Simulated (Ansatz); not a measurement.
**Geometry relaxation, with input and output: HgTe (part 2 of 2)**

The same run, continued: HgTe (F-43m, 2 atoms in the cell); DFT PBE, scalar-relativistic, plane waves, PAW, no spin polarisation (Ansatz 0.2.0); cutoff 420 eV, 12×12×12 k-mesh, Gaussian smearing of 0.1 eV. The structure derives from an entry of the Crystallography Open Database.

Geometry of the input (Å; fractional positions):
```
0.0000  3.2235  3.2235
3.2235  0.0000  3.2235
3.2235  3.2235  0.0000
Hg 0.0000  0.0000  0.0000
Te 0.7500  0.7500  0.7500
```

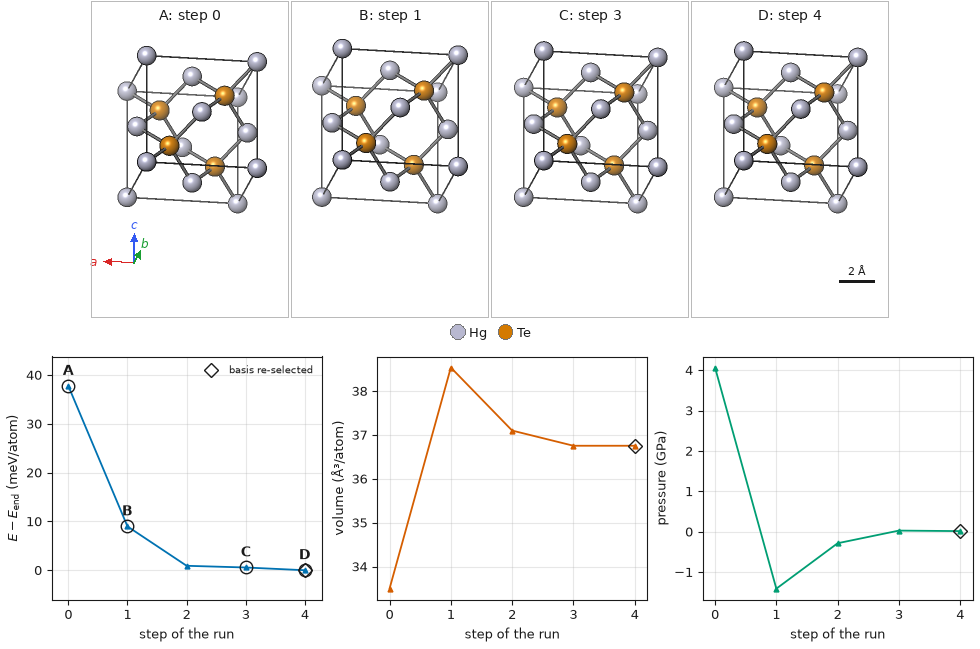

*Frames of the relaxation (ball-and-stick view of the cell 4 times as large as that of the calculation, set on its symmetry axes, seen at an oblique angle) above the curves, on which the letters mark them (the first geometry is step 0 here and step 1 in the log).*

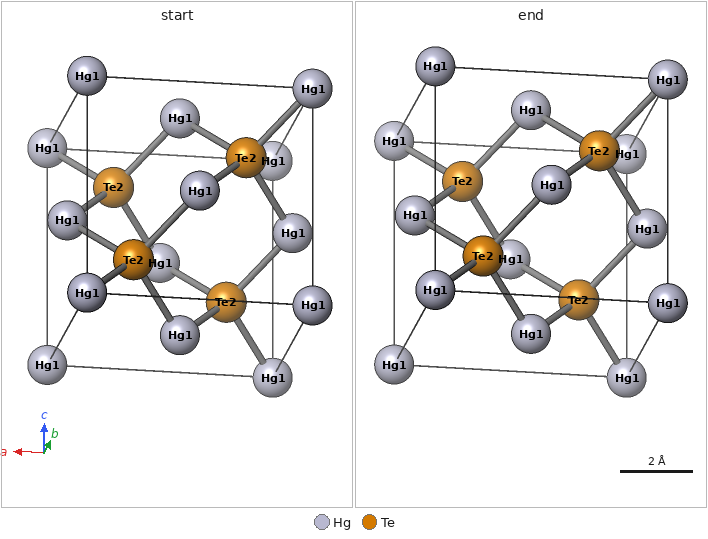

*Before (left) and after (right) the relaxation, at one scale (ball-and-stick view of the cell 4 times as large as that of the calculation, set on its symmetry axes, seen at an oblique angle).*

The atoms keep their places relative to the cell (all moves are under 0.005 Å). The volume changes by +9.7 %, with a = b = c 6.447 → 6.650 Å (+3.1 %). Distances before and after: Hg1–Te2 2.792 → 2.879 Å. The space group stays F-43m (No. 216). Over 3 geometry steps the energy falls by 37.2 meV per atom. All forces vanish by symmetry, so only the cell relaxes. Pressure: 4.06 GPa at the start and 0.02 GPa at the end. A last SCF at the same geometry on a re-selected plane-wave basis shifts the energy by −0.6 meV per atom. (Atoms are counted from 1 in the order of the input.)

```
basis re-selected at this cell: Δ(F+E_penalty+E_count) = -1.126e-3 eV, ΔP = -0.013 GPa vs the last step (what re-selecting the basis moved, of the pressure what is left beyond the Pulay correction that the steps carried, after the strain that the cell walked since its last selection, with what the two solves' SCF thresholds leave and, on support functions, any second-order correction that the steps lacked; it is no measure of the basis error at this ecutwfc). This SCF's stress stands 1.62e-2 GPa from its target on what of the cell is left free (relax.cell.stress_tol is 5.00e-2 GPa) and its largest allowed force component is 2.69e-17 eV/Å (relax.f_tol is 5.00e-3 eV/Å): within both
SCF converged after 7 iterations
Free energy (F): -20793.749706 eV
Harris-Foulkes:  -20793.749706 eV  (|F-HF|=3.64e-11)
Internal energy: -20793.749541 eV  (E = F + TS)
E sigma→0 (E₀):  -20793.749623 eV
Entropy (-TS):   -0.000164 eV (-0.082 meV/atom)
Fermi energy:    7.495110 eV
--- Per-component energies (eV) ---
  E_band       = -806.838704
  E_kinetic    = 782.768889
  E_local      = -4986.328322  (includes V_loc(G=0)·N_el)
  E_nonlocal   = -237.680416
  E_hartree    = 2410.353497
  E_xc         = -343.868409
  E_vxc        = -365.273629  (∫ρ·V_xc dr)
  E_paw        = -14606.746350  (= ΣΔE_a)
  E_vpaw       = -821.032939  (= ΣTr[D̂ρ^β])
  E_aug_tail   = 0.000735  (compensation charges beyond the density's cutoff)
  E_ewald      = -3812.249164
  E_smearing   = -0.000164  (= −TS)
  E_closure    = 0.000000  (closes the sum)
  Σ components = -20793.749706   (vs F -20793.749706, Δ=0.00e0)
--- Forces (eV/Å), atoms counted from 1 ---
  atom   1  Hg    -0.00000000     0.00000000     0.00000000
  atom   2  Te     0.00000000    -0.00000000    -0.00000000
  max |Σ_I F_I| component: 3.87e-17 eV/Å
--- Stress (GPa, compression-positive) ---
        0.016178      -0.000000      -0.000000
       -0.000000       0.016178       0.000000
       -0.000000       0.000000       0.016178
  P = ⅓ Tr σ = 0.0162 GPa (0.162 kbar)
--- Band table (eV; the first three rows and the last of 72) ---
  k-point 0: bands = ["-107.1410", "-55.5972", "-55.5972", "-55.5972", "-29.0690", "-29.0690", "-29.0690", "-29.0640", "-29.0640", "-3.9920", "0.5325", "0.5325", "0.5325", "0.9655", "0.9655", "6.5103", "7.4234", "7.4234", "7.4234", "11.8103", "11.8103", "11.8103"]
  k-point 1: bands = ["-107.1410", "-55.5972", "-55.5972", "-55.5972", "-29.0690", "-29.0690", "-29.0690", "-29.0640", "-29.0640", "-3.9628", "0.5406", "0.5406", "0.5452", "0.9648", "0.9648", "5.9981", "7.3563", "7.3563", "7.7784", "11.7071", "11.9066", "11.9066"]
  k-point 2: bands = ["-107.1410", "-55.5972", "-55.5972", "-55.5972", "-29.0690", "-29.0689", "-29.0689", "-29.0640", "-29.0640", "-3.8814", "0.5622", "0.5622", "0.5904", "0.9637", "0.9637", "5.1419", "7.1846", "7.1846", "8.1406", "11.7722", "12.1394", "12.1394"]
  k-point 71: bands = ["-107.1410", "-55.5972", "-55.5972", "-55.5972", "-29.0692", "-29.0690", "-29.0687", "-29.0640", "-29.0638", "-3.3575", "0.7242", "0.7510", "0.9244", "0.9445", "1.4526", "2.4017", "5.1852", "5.2296", "10.3228", "12.1182", "12.6819", "13.7114"]
--- Relaxed structure (4 steps of the walk, 4 accepted, 1 SCFs on fresh bases) ---
  F+E_penalty+E_count = -20793.74970571 eV   max|allowed force component| = 2.689e-17 eV/Å   (the final SCF, on the basis selected at the relaxed cell)
  cell:  # Å, volume = 73.5065 Å³
    - [5.146325753224547e-33, 3.324798076626555, 3.324798076626555]
    - [3.324798076626555, -4.585834829606033e-34, 3.324798076626555]
    - [3.324798076626555, 3.324798076626555, 4.8915571515797655e-33]
  atoms:
    - { symbol: Hg, position: [1.2596563671215832e-33, -1.2397408514358663e-33, -1.2696141249644414e-33] }
    - { symbol: Te, position: [0.7500000000000001, 0.7500000000000001, 0.7500000000000001] }
```

Trajectory as extended XYZ (Å, eV, eV/Å), 5 frames, from step=1 to step=5
```
2
Lattice="0.0000 3.2235 3.2235 3.2235 0.0000 3.2235 3.2235 3.2235 0.0000" Properties=species:S:1:pos:R:3:forces:R:3 step=1 energy=-20793.67421 pressure_GPa=4.06
Hg    0.0000    0.0000    0.0000    0.0000   0.0000   0.0000
Te    4.8353    4.8353    4.8353    0.0000   0.0000   0.0000
2
Lattice="0.0000 3.3777 3.3777 3.3777 0.0000 3.3777 3.3777 3.3777 0.0000" Properties=species:S:1:pos:R:3:forces:R:3 step=2 energy=-20793.73176 pressure_GPa=-1.41
Hg    0.0000    0.0000    0.0000    0.0000   0.0000   0.0000
Te    5.0666    5.0666    5.0666    0.0000   0.0000   0.0000
2
Lattice="0.0000 3.3352 3.3352 3.3352 0.0000 3.3352 3.3352 3.3352 0.0000" Properties=species:S:1:pos:R:3:forces:R:3 step=3 energy=-20793.74788 pressure_GPa=-0.28
Hg    0.0000    0.0000    0.0000    0.0000   0.0000   0.0000
Te    5.0028    5.0028    5.0028    0.0000   0.0000   0.0000
2
Lattice="0.0000 3.3248 3.3248 3.3248 0.0000 3.3248 3.3248 3.3248 0.0000" Properties=species:S:1:pos:R:3:forces:R:3 step=4 energy=-20793.74858 pressure_GPa=0.03
Hg    0.0000    0.0000    0.0000    0.0000   0.0000   0.0000
Te    4.9872    4.9872    4.9872    0.0000   0.0000   0.0000
2
Lattice="0.0000 3.3248 3.3248 3.3248 0.0000 3.3248 3.3248 3.3248 0.0000" Properties=species:S:1:pos:R:3:forces:R:3 step=5 energy=-20793.74971 pressure_GPa=0.02
Hg    0.0000    0.0000    0.0000    0.0000   0.0000   0.0000
Te    4.9872    4.9872    4.9872    0.0000   0.0000   0.0000
```

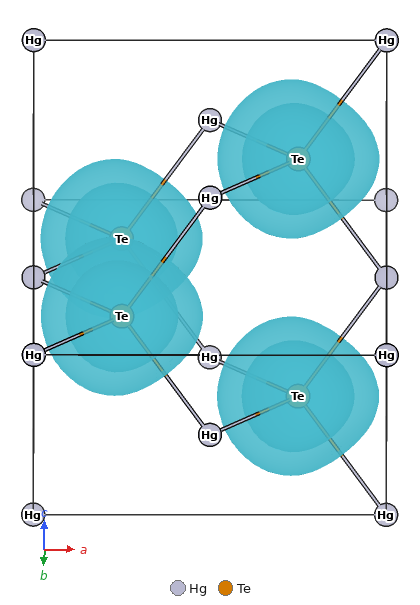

*Isosurface of the electron localisation function at 0.55 (cyan), seen at an oblique angle. Core shells and regions of very low density are left out. Sticks mark near contacts. The outline is the cell set on symmetry axes.*

Values along the shortest contacts: Hg–Te (2.88 Å): the ELF peaks at about 0.60 in the valence shell of Te, 1.2 Å from its nucleus, and drops to about 0.25 between the two atoms. In a PAW calculation such maps are meaningful between the atoms, not at the nuclei.

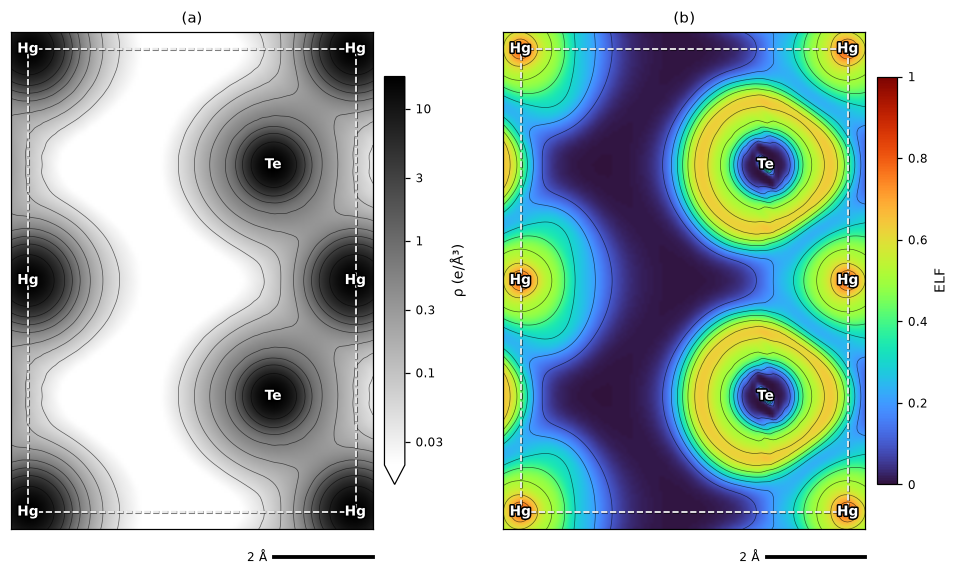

*(a) valence charge density (pseudo); (b) electron localisation function on the (011) plane of the conventional cell.*

Hg–Te (2.88 Å): ρ at the midpoint is about 0.34 e/Å³; the ELF peaks at about 0.60 in the valence shell of Te, 1.2 Å from its nucleus, and drops to about 0.25 between the two atoms. Away from the nuclei the density in this plane falls to 0.005 e/Å³ at its lowest. The strong features right at Hg lie inside the PAW spheres (semicore, d or f shells) and say nothing about bonding.

Summary

```json
{"quantity": "outcome", "value": "converged"}
{"quantity": "space group (tolerance 0.01 Å)", "value": "F-43m (216)"}
{"quantity": "electrons treated", "value": "36"}
{"quantity": "free energy", "value": "−20793.7497 eV"}
{"quantity": "Fermi energy", "value": "7.495 eV"}
{"quantity": "gap on the k-point mesh", "value": "none (metallic)"}
{"quantity": "pressure", "value": "0.02 GPa"}
{"quantity": "final volume", "value": "73.51 Å³"}
{"quantity": "largest force (length of the vector) at the end", "value": "under 0.001 eV/Å"}
{"quantity": "final cell", "value": "a = 4.702 Å, b = 4.702 Å, c = 4.702 Å, α = 60.00°, β = 60.00°, γ = 60.00°"}
{"quantity": "wall time", "value": "8.6 s (CPU time 17 s)"}
{"quantity": "peak memory", "value": "0.55 GiB"}
```

Notes

Spin–orbit coupling is left out, which matters for Hg.
